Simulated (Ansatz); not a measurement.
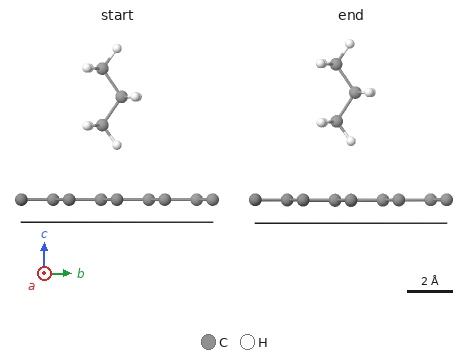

The structure of a slab of composition H₈C₃₅ (cut from the R-3m phase) before (left) and after (right) a constrained relaxation, at one scale.

A ball-and-stick model of the cell of the calculation, outlined in the plane, without the vacuum (origin shifted), seen along the a axis.

Case: 1 propane a cell, inverted, over a top C site. The slab is the (0 0 1) face of C with propane on it. 1 atoms are held fixed.

The calculation used DFT PBE+D3(BJ), scalar-relativistic, plane waves, PAW (Ansatz 0.2.0). Settings: plane-wave cutoff 420 eV; k-point mesh 2 × 2 × 1; occupations gaussian; smearing width 0.05 eV; no spin polarisation; dipole correction; atoms relaxed in a fixed cell; force threshold 0.04 eV/Å; at most 100 steps.

**Describe what moved and what it gained.**

Over 2 geometry steps the energy falls by 57.9 meV per cell of the calculation. The largest force component goes from 0.43 to 0.011 eV/Å. The atom that moves furthest is an H atom (0.21 Å at 14° to the normal (+c side)). By element the largest moves are H 0.21 Å, C 0.19 Å. The lattice vectors keep their values. Some distances before and after: C–H 1.111 → 1.102 Å. Among the angles between lasting bonds that change: H–C–H 108.4° → 105.9°, C–C–H 109.5° → 111.8°.
